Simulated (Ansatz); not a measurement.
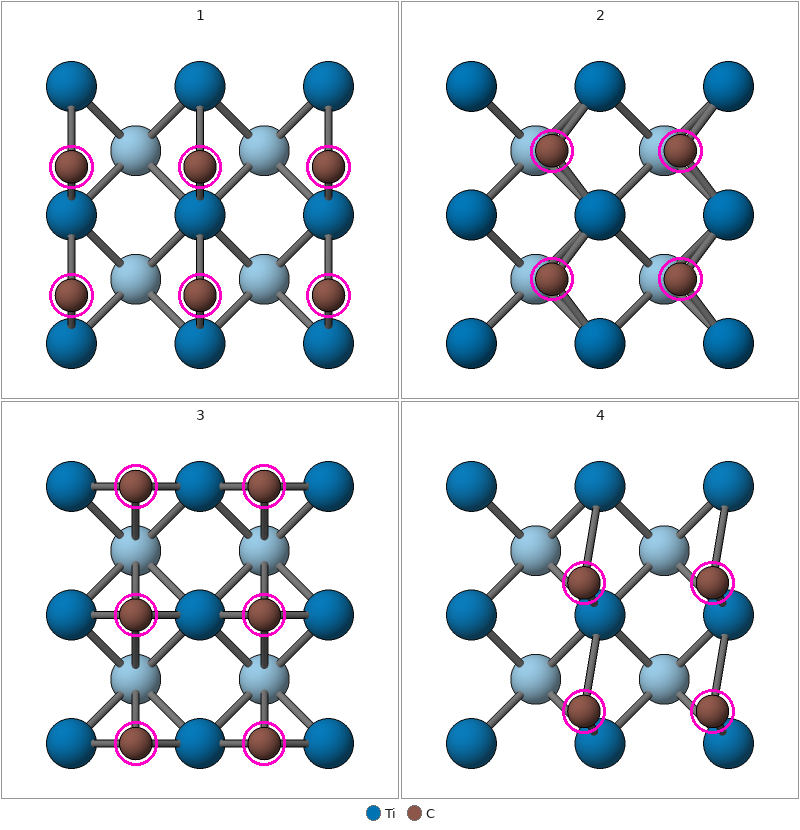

C on a Ti(100) slab cut from the Im-3m phase, its upper half relaxed before the scan (4 atoms of substrate and one adsorbate in a 1 × 1 cell). C is moved over the surface cell; relaxed at each place: the height of the adsorbate's atoms; substrate rigid; the origin of the map has the adsorbate above Ti4. Places are given modulo a cell vector. The map is drawn in real space over the plane of the surface. Grid: 8 × 8 points; 15 points were computed and 49 follow by symmetry. Energies: eV, counted from the lowest grid point. With one adsorbate in each 1 × 1 cell, its nearest image is 3.2 Å away, so neighbouring adsorbates interact. Level of theory: DFT PBEsol, scalar-relativistic, plane waves, PAW (Ansatz 0.2.0). Settings: cutoff 420 eV, k-mesh 8×8×1, gaussian smearing 0.1 eV, no spin polarisation.

The numbered pictures are structures from this grid. Rings mark the moved atoms.

Which is the most stable, and how do the others follow?

2, at (5/8, 4/8) of the cell vectors [nearest 1 Ti at 1.92 Å]: 0.00 eV; 3, at a bridge site between two Ti atoms, (4/8, 0/8) of the cell vectors: 2.59 eV; 1, at (0/8, 3/8) of the cell vectors [nearest 1 Ti at 1.74 Å]: 3.70 eV; 4, at (7/8, 2/8) of the cell vectors [nearest 1 Ti at 1.76 Å]: 4.54 eV.

The map, with the structures marked:

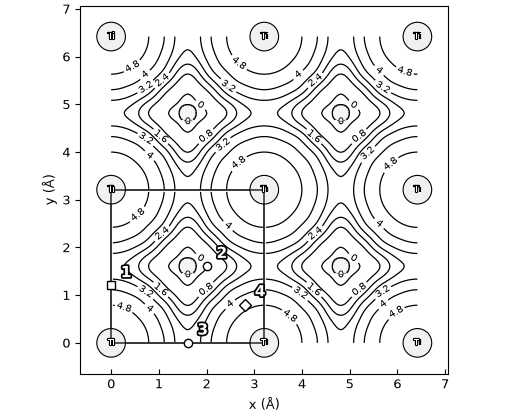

In the figure: contour lines labelled in eV, labelled circles for the atoms of the top layer and small ones for the second layer, the outline of one cell of the 2 × 2 shown. Between grid points the surface is interpolated.
